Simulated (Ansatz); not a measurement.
## Run report: C, single-point calculation

- system: C (4 atoms in the cell)
- method: DFT PBE, scalar-relativistic, plane waves, PAW, PAW set soft_1, no spin polarisation (Ansatz 0.2.0)

The structure derives from an entry of the Crystallography Open Database.

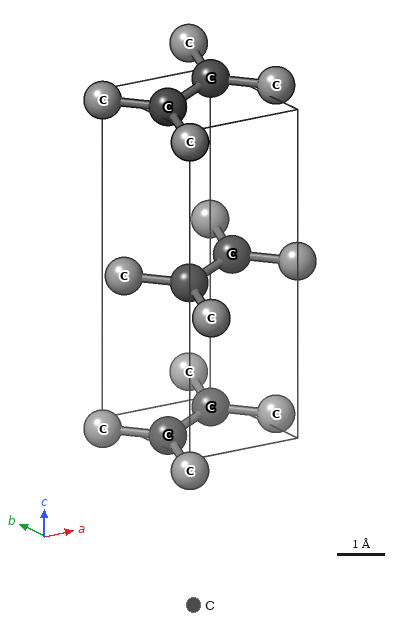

Figure 1. The input geometry (ball-and-stick view of the cell of the calculation, seen at an oblique angle; neighbours outside the cell are drawn fainter). An atom can appear more than once, as a periodic image.

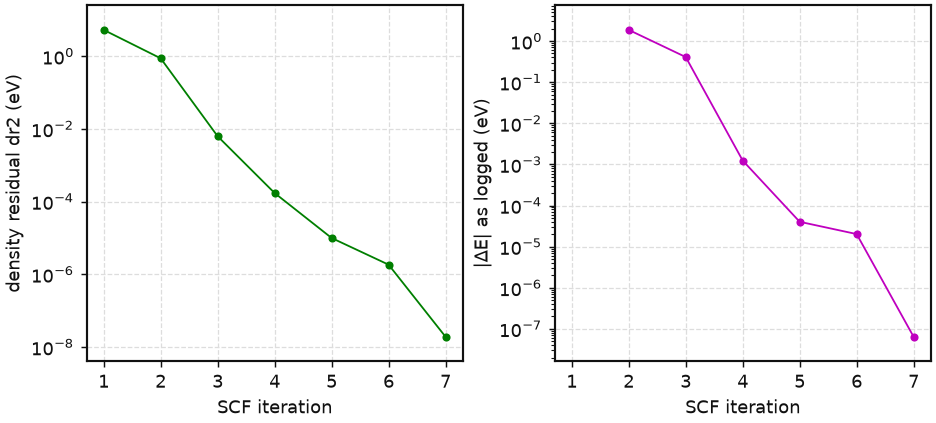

Figure 2. Convergence of the self-consistent field: density residual dr2 and size of the energy change against the SCF iteration. The residual falls at every step.

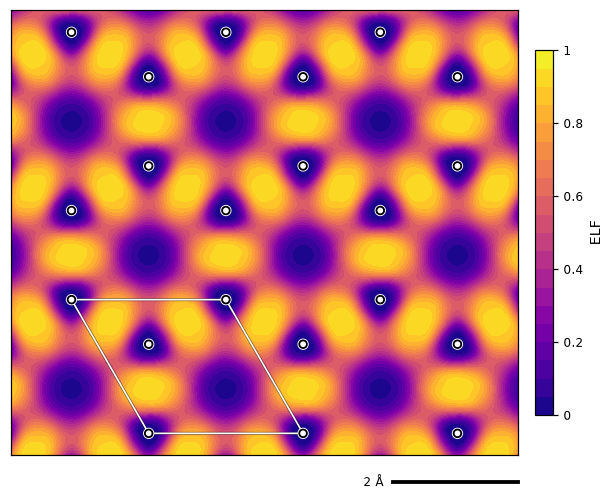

Figure 3. Electron localisation function on the (010) plane of the conventional cell. Circles mark the nuclei in the plane (C). The section cuts through C sites. The fields are those of the smooth PAW valence density.

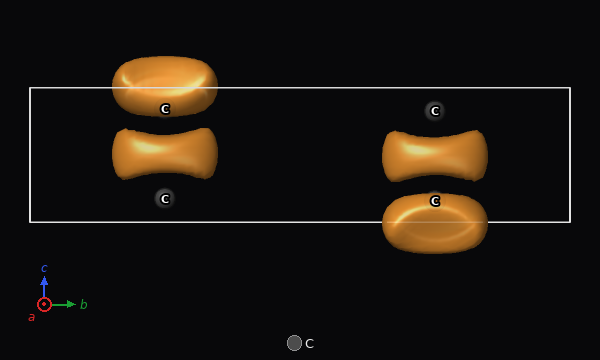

Figure 4. Isosurface of the electron localisation function at 0.7 (orange), seen along the a axis. Core shells and regions of very low density are left out. Sticks mark near contacts. The outline is the cell set on symmetry axes. The ELF exceeds this value in six regions between bonded C–C atoms (shared pairs), counted in one cell of 4 atoms. Along the contacts the grid gives the following.

The input that produced these results follows, with the program's output.

## The input
```yaml
crystal:
  lattice:
    - [2.4665231295, 0.0, 0.0]
    - [-1.2332615647, 2.1360716891, 0.0]
    - [0.0, 0.0, 8.5653080463]
  atoms:
    - { symbol: C, position: [-0.1576393778, -0.1998958569, 0.0025] }
    - { symbol: C, position: [0.1576393778, 0.1998958569, 0.5025] }
    - { symbol: C, position: [0.175690958, 0.4667670087, 0.0025] }
    - { symbol: C, position: [0.824309042, 0.5332329913, 0.5025] }
basis:
  ecutwfc: 520.0
kpoints:
  mp_grid: { grid: [18, 18, 6] }
hamiltonian:
  xc: pbe
  pseudopotentials: { kind: paw, azcp: { folder: soft_1 } }
scf:
  occupations: { method: gaussian, width: 0.15 }
output:
  forces: true
  stress: true
  eigenvalues: true
  write_density: true
  write_potential: true
  elf: true
  volumetric_format: npy
```

Run as:
```bash
ansatz run input.yaml --threads 2 --pin off --max-ram 4096MiB --backend cpu --events-out ev --progress --plain --runs-dir out
```

## What the program printed
```
Engine: ansatz 0.2.0, aarch64-unknown-linux-gnu
Pseudopotentials: kind: paw
Pseudopotential: C, paw, valence charge 4, recommended cutoff 420 eV (normal), [file]
Functional definition: PBE
  parameter kappa = 0.804
  parameter beta = 0.06672455060314922
  exchange = pbe_x(kappa = kappa, mu = beta*pi^2/3)
  correlation = pbe_c(beta = beta)
Crystal: 4 atoms, lattice volume = 45.128 Å³
Basis set: ecut = 520 eV, 1201 PW (Γ), exchange–correlation on 40×40×128 points (8 copies of the dense FFT grid, shifted against one another)
Bands: 12, of which v1, the nominal top of the filled ones, is band 8 counted from 1 (7 counted from 0)
Symmetry: 4 space group operations
Space group: P21/m (ITA 11), of the structure as read, at distance tolerance 3.6e-5 Å
k-points: 656 of 1944
Non-local potential: C, projectors of the file, l = 0: 2, l = 1: 2, l = 2: 1
PAW form: soft (Blöchl's): semilocal exchange-correlation on the pseudo side does not see the compensation charge
PAW one-centre angular grid: C, 110 points (default); XC on 64 Gauss nodes
Initial density: superposition of atomic densities (chi_scale 0.1, normalization cell)
Initial wavefunctions: pseudopotential atomic-orbital guess
Functional: x = pbe(κ = 0.804, μ = 0.2195149727645171), c = pbe(β = 0.06672455060314922)
SCF iter   1: F=—  HF=-1006.053711 eV  |F-HF|=—  |Δ(HF+E_count)|=         —  Δρ=1.13e-1  dr2=5.26e0  ethr=3.10e-3  ⟨swp⟩=5.6  Hψ=47152  notcnv=0
preconditioner: auto → LDOS  [metal: Δε(μ)=0.029 eV  Ē_g=16.276 eV  σ=0.150 eV  W_gap=0.11  n_scr=6 (ndim 8)  ℏωp=22.1 eV  f_vac=0.145  D(μ)=0.17/eV (n_scr^D=2)  β→1.0]
SCF iter   2: F=—  HF=-1004.187542 eV  |F-HF|=—  |Δ(HF+E_count)|=    1.87e0  Δρ=4.15e-2  dr2=8.69e-1  ethr=3.10e-3  ⟨swp⟩=3.5  Hψ=25990  notcnv=0
preconditioner: auto → none  [metal: Δε(μ)=0.057 eV  Ē_g=14.702 eV  σ=0.150 eV  W_gap=0.21  n_scr=6 (ndim 8)  ℏωp=22.1 eV  f_vac=0.281  D(μ)=0.13/eV (n_scr^D=0)  β→0.5]
SCF iter   3: F=—  HF=-1003.778299 eV  |F-HF|=—  |Δ(HF+E_count)|=   4.09e-1  Δρ=6.45e-3  dr2=6.23e-3  ethr=3.10e-3  ⟨swp⟩=2.9  Hψ=21217  notcnv=0
SCF iter   4: F=—  HF=-1003.779539 eV  |F-HF|=—  |Δ(HF+E_count)|=   1.24e-3  Δρ=5.88e-4  dr2=1.71e-4  ethr=3.89e-5  ⟨swp⟩=2.6  Hψ=13903  notcnv=0
SCF iter   5: F=—  HF=-1003.779499 eV  |F-HF|=—  |Δ(HF+E_count)|=   4.02e-5  Δρ=1.46e-4  dr2=9.92e-6  ethr=1.07e-6  ⟨swp⟩=2.2  Hψ=12899  notcnv=0
SCF iter   6: F=—  HF=-1003.779519 eV  |F-HF|=—  |Δ(HF+E_count)|=   2.02e-5  Δρ=6.59e-5  dr2=1.83e-6  ethr=6.20e-8  ⟨swp⟩=2.0  Hψ=12934  notcnv=0
SCF iter   7: F=-1003.779519 eV  HF=-1003.779519 eV  |F-HF|=7.45e-9  |Δ(HF+E_count)|=   6.41e-8  Δρ=7.37e-6  dr2=1.90e-8  ethr=6.25e-10  ⟨swp⟩=9.0  Hψ=70004  notcnv=0
SCF 1 converged in 7 iterations: F = -1003.779519 eV  dr2 = 1.90e-8
  greatest PAW one-centre occupation: 0.673 electrons in one spin orbital (limit 2), on the C atom at site 1 (counted from 0), in its partial waves of l = 0
SCF converged after 7 iterations
Free energy (F): -1003.779519 eV
Harris-Foulkes:  -1003.779519 eV  (|F-HF|=7.45e-9)
Internal energy: -1003.777896 eV  (E = F + TS)
E sigma→0 (E₀):  -1003.778708 eV
Entropy (-TS):   -0.001624 eV (-0.406 meV/atom)
Fermi energy:    4.579024 eV
--- Per-component energies (eV) ---
  E_band       = -73.073911
  E_kinetic    = 353.611444
  E_local      = -886.627138  (includes V_loc(G=0)·N_el)
  E_nonlocal   = 93.814970
  E_hartree    = 314.287493
  E_xc         = -187.669458
  E_vxc        = -231.068318  (∫ρ·V_xc dr)
  E_paw        = -400.406847  (= ΣΔE_a)
  E_vpaw       = -31.376245  (= ΣTr[D̂ρ^β])
  E_aug_tail   = 0.000001  (compensation charges beyond the density's cutoff)
  E_ewald      = -290.788360
  E_smearing   = -0.001624  (= −TS)
  E_closure    = 0.000000  (closes the sum)
  Σ components = -1003.779519   (vs F -1003.779519, Δ=0.00e0)
--- Forces (eV/Å), atoms counted from 1 ---
  atom   1  C     -0.00040434     0.00047476     0.00000000
  atom   2  C      0.00040434    -0.00047476    -0.00000000
  atom   3  C     -0.00039101     0.00113151     0.00000000
  atom   4  C      0.00039101    -0.00113151    -0.00000000
  max |Σ_I F_I| component: 5.42e-20 eV/Å
--- Stress (GPa, compression-positive) ---
       -0.021239      -0.004202       0.000000
       -0.004202      -0.014429       0.000000
        0.000000       0.000000       0.082104
  P = ⅓ Tr σ = 0.0155 GPa (0.155 kbar)
--- Band table (eV; the first three rows and the last of 656) ---
  k-point 0: bands = ["-14.9571", "-14.9228", "-3.2670", "-2.7990", "1.5357", "1.5362", "1.5363", "1.5370", "7.6554", "10.9170", "12.9018", "12.9048"]
  k-point 1: bands = ["-14.9548", "-14.9251", "-3.2379", "-2.8330", "1.5358", "1.5362", "1.5363", "1.5370", "7.8043", "10.5251", "12.9022", "12.9048"]
  k-point 2: bands = ["-14.9486", "-14.9314", "-3.1571", "-2.9236", "1.5360", "1.5362", "1.5363", "1.5367", "8.2347", "9.7197", "12.9033", "12.9049"]
  k-point 655: bands = ["-9.7011", "-9.7011", "-8.6648", "-8.6648", "-1.8514", "-1.8514", "2.2177", "2.2177", "6.2566", "6.2566", "11.9459", "11.9459"]
```

## Results in brief

- outcome: converged
- space group (tolerance 0.01 Å): P2₁/m (11)
- electrons treated: 16
- free energy: −1003.7795 eV
- Fermi energy: 4.579 eV
- gap on the k-point mesh: none (metallic)
- pressure: 0.02 GPa
- largest force (length of the vector): 0.001 eV/Å
- hardware: 2 threads of Arm Neoverse N1, 98 GiB of memory available, shared host
- wall time: 34 s (CPU time 66 s)
- peak memory: 0.64 GiB
